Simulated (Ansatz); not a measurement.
System: Mg, space group P6_3/mmc (No. 194).

The given structure:
```
CELL_PARAMETERS angstrom
3.20930 0.00000 0.00000
-1.60465 2.77934 0.00000
0.00000 0.00000 5.21030
ATOMIC_POSITIONS crystal
Mg 0.66667 0.33333 0.75000
Mg 0.33333 0.66667 0.25000
```

Calculation (Ansatz 0.2.0): plane-wave DFT, no spin polarisation; energies at scaled volumes of the given cell, shape and fractions fixed, counted from the fit's minimum, third-order Birch-Murnaghan fit. Level: BPBE.

- k mesh: 10×10×5
- occupations: Fermi–Dirac
- smearing width: 0.05 eV
- potentials: Ansatz PAW
- wave cutoff: 420 eV
- density cutoff: 1680 eV

What does the calculation give for the energy and pressure against volume? The volume takes the values 21.84, 22.31, 22.77, 23.24, 23.70, 24.17, 24.63 Å³/atom.

A third-order Birch–Murnaghan fit gives V0 = 23.27 Å³/atom, B0 = 34.2 GPa and B′ = 4.1. The energy is 10.38 meV/atom at volume 21.84 Å³/atom and 7.74 meV/atom at 24.63 Å³/atom; the lowest computed point is at volume 23.24 Å³/atom (0.00 meV/atom), in a single well. The pressure falls from 2.46 GPa at volume 21.84 Å³/atom to −1.73 GPa at 24.63 Å³/atom, and changes sign near 23.27 Å³/atom.

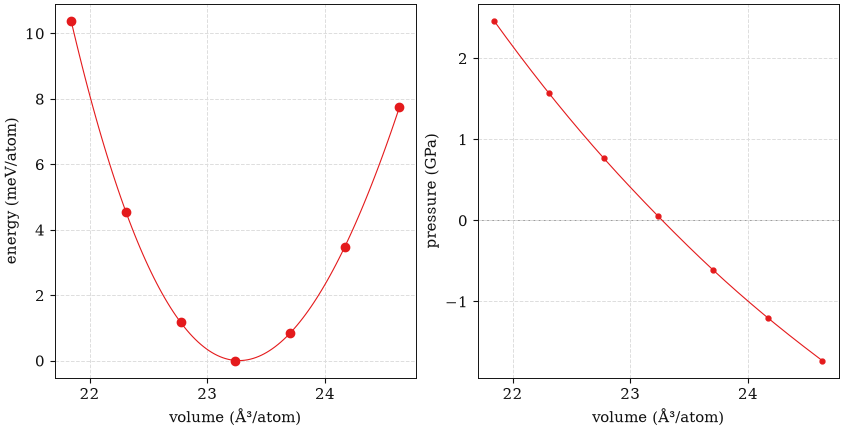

Caveats: the functional was run on potentials made for another functional; shape and atomic fractions are frozen while scaling, which makes layered, chain and framework solids too stiff.
